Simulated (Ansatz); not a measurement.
# Energy of In along a strain of the cell

System: In (Immm, 1 atom in the cell).
Method: DFT PBEsol, scalar-relativistic, plane waves, PAW, no spin polarisation (Ansatz 0.2.0).

The 9 runs differ only in the geometry, by a strain of the cell at fixed fractional positions. Against run 5, the strain is εxx = η. The structure derives from an entry of the Crystallography Open Database.

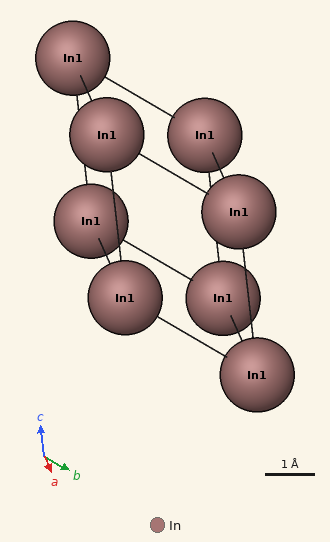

Figure 1. The structure of run 5 (spheres-only view of the cell of the calculation, seen at an oblique angle; atoms are numbered from 1 in the order of the input). An atom can appear more than once, as a periodic image.

**Input of run 5**
```yaml
crystal:
  lattice:
    - [-1.63428075, 1.62615, 2.47395]
    - [1.63428075, -1.62615, 2.47395]
    - [1.63428075, 1.62615, -2.47395]
  atoms:
    - { symbol: In, position: [0.0, 0.0, 0.0] }
basis:
  ecutwfc: 420
kpoints:
  mp_grid: { grid: [20, 20, 20] }
hamiltonian:
  xc: pbesol
scf:
  occupations: { method: gaussian, width: 0.15 }
output:
  forces: true
  stress: true
  eigenvalues: true
```

Command:
```bash
ansatz run input.yaml --threads 1 --pin off --max-ram 2560MiB --backend cpu --events-out ev --progress --plain --runs-dir out
```

Lattice vectors (Å) and fractional positions of run 5:
```
  -1.634281    1.626150    2.473950
   1.634281   -1.626150    2.473950
   1.634281    1.626150   -2.473950
In  0.000000  0.000000  0.000000
```

Run 2 differs from it as follows:
```diff
-    - [-1.63428075, 1.62615, 2.47395]
-    - [1.63428075, -1.62615, 2.47395]
-    - [1.63428075, 1.62615, -2.47395]
+    - [-1.60175775, 1.62615, 2.47395]
+    - [1.60175775, -1.62615, 2.47395]
+    - [1.60175775, 1.62615, -2.47395]
```

**Results, with one run withheld**

```csv
run,strain parameter η (%),"free energy per atom, from the lowest run given (meV)",pressure (GPa)
1,−2.4876,0.00,−0.09
2,−1.9900,?,?
3,−1.4925,0.23,−0.52
4,−0.9950,0.65,−0.73
5,0.0000,2.04,−1.13
6,0.4975,3.02,−1.32
7,0.9950,4.20,−1.50
8,1.2438,4.87,−1.59
9,1.4925,5.58,−1.68
```

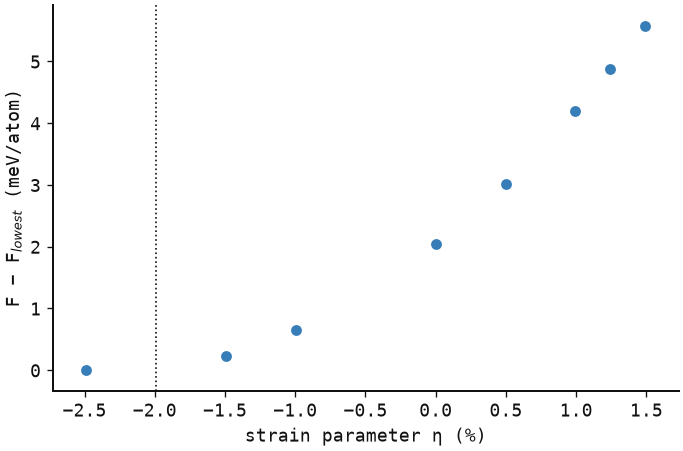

Figure 2. Free energy per atom of the runs given; the dotted line marks run 2.

Fit the runs given and predict run 2.

A cubic polynomial in the coordinate, fitted to the 8 runs given, misses them by at most 0.01 meV per atom. With x = η + 0.0933, it reads F = 1.8733 + 1.7153 x + 0.39098 x² + 0.00066498 x³ (meV per atom). At run 2 it gives 0.02 meV per atom, and the run itself gives 0.01. The fit has its minimum at η = −2.2993 %.

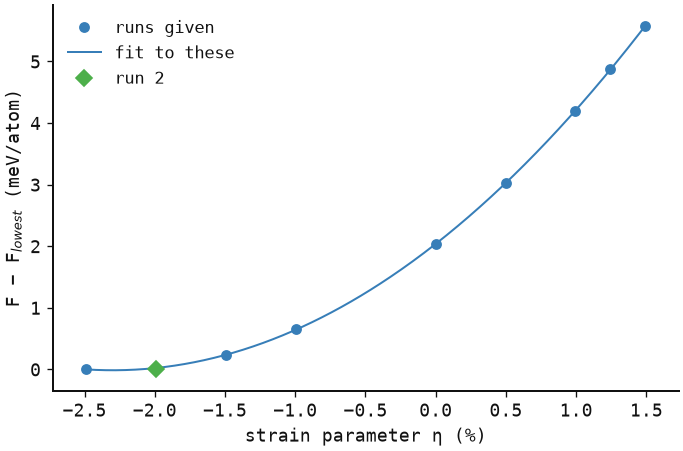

Figure 3. The fit and the withheld run.

**Output, shortened to warnings, some set-up lines, iterations and results (run 2)**
```
Basis set: ecut = 420 eV, 513 PW (Γ), exchange–correlation on 48×48×48 points (8 copies of the dense FFT grid, shifted against one another)
Symmetry: 8 space group operations
k-points: 1166 of 8000
Initial density: superposition of atomic densities (neutral atoms: chi_scale 0, normalization atom), corrected by the library's trained network
[...]
SCF iter   1: F=—  HF=-5525.411179 eV  |F-HF|=—  |Δ(HF+E_count)|=         —  Δρ=3.16e-3  dr2=2.41e-3  ethr=1.77e-3  ⟨swp⟩=5.0  Hψ=75296  notcnv=0
SCF iter   2: F=—  HF=-5525.409532 eV  |F-HF|=—  |Δ(HF+E_count)|=   1.65e-3  Δρ=1.28e-3  dr2=5.05e-4  ethr=1.85e-5  ⟨swp⟩=1.8  Hψ=26608  notcnv=0
SCF iter   3: F=—  HF=-5525.409323 eV  |F-HF|=—  |Δ(HF+E_count)|=   2.08e-4  Δρ=3.55e-4  dr2=1.59e-5  ethr=3.88e-6  ⟨swp⟩=2.0  Hψ=19810  notcnv=0
SCF iter   4: F=—  HF=-5525.409317 eV  |F-HF|=—  |Δ(HF+E_count)|=   6.35e-6  Δρ=7.78e-5  dr2=1.34e-6  ethr=1.22e-7  ⟨swp⟩=2.0  Hψ=19421  notcnv=0
SCF iter   5: F=-5525.409316 eV  HF=-5525.409316 eV  |F-HF|=5.15e-9  |Δ(HF+E_count)|=   6.44e-7  Δρ=5.45e-6  dr2=1.05e-8  ethr=1.03e-8  ⟨swp⟩=2.0  Hψ=19204  notcnv=0
SCF iter   6: F=-5525.409316 eV  HF=-5525.409316 eV  |F-HF|=3.00e-11  |Δ(HF+E_count)|=   1.14e-9  Δρ=8.68e-7  dr2=1.17e-10  ethr=8.10e-11  ⟨swp⟩=4.0  Hψ=55738  notcnv=0
SCF 1 converged in 6 iterations: F = -5525.409316 eV  dr2 = 1.17e-10
SCF converged after 6 iterations
Free energy (F): -5525.409316 eV
Harris-Foulkes:  -5525.409316 eV  (|F-HF|=3.00e-11)
Internal energy: -5525.404063 eV  (E = F + TS)
E sigma→0 (E₀):  -5525.406690 eV
Entropy (-TS):   -0.005253 eV (-5.253 meV/atom)
Fermi energy:    10.296089 eV
--- Per-component energies (eV) ---
  E_band       = -22.326217
  E_kinetic    = 241.777757
  E_local      = -1067.116270  (includes V_loc(G=0)·N_el)
  E_nonlocal   = 367.368896
  E_hartree    = 417.382693
  E_xc         = -214.204121
  E_vxc        = -100.613831  (∫ρ·V_xc dr)
  E_paw        = -4081.344617  (= ΣΔE_a)
  E_vpaw       = -298.508131  (= ΣTr[D̂ρ^β])
  E_aug_tail   = 0.000025  (compensation charges beyond the density's cutoff)
  E_ewald      = -1189.504328
  E_core_change = 0.235902  (= ΣΔE_core)
  E_smearing   = -0.005253  (= −TS)
  E_closure    = 0.000000  (closes the sum)
  Σ components = -5525.409316   (vs F -5525.409316, Δ=0.00e0)
--- Forces (eV/Å), atoms counted from 1 ---
  atom   1  In    -0.00000000     0.00000000     0.00000000
  max |Σ_I F_I| component: 2.47e-32 eV/Å
--- Stress (GPa, compression-positive) ---
       -0.148483      -0.000000      -0.000000
       -0.000000      -0.310891       0.000000
       -0.000000       0.000000      -0.474774
  P = ⅓ Tr σ = -0.3114 GPa (-3.114 kbar)
```
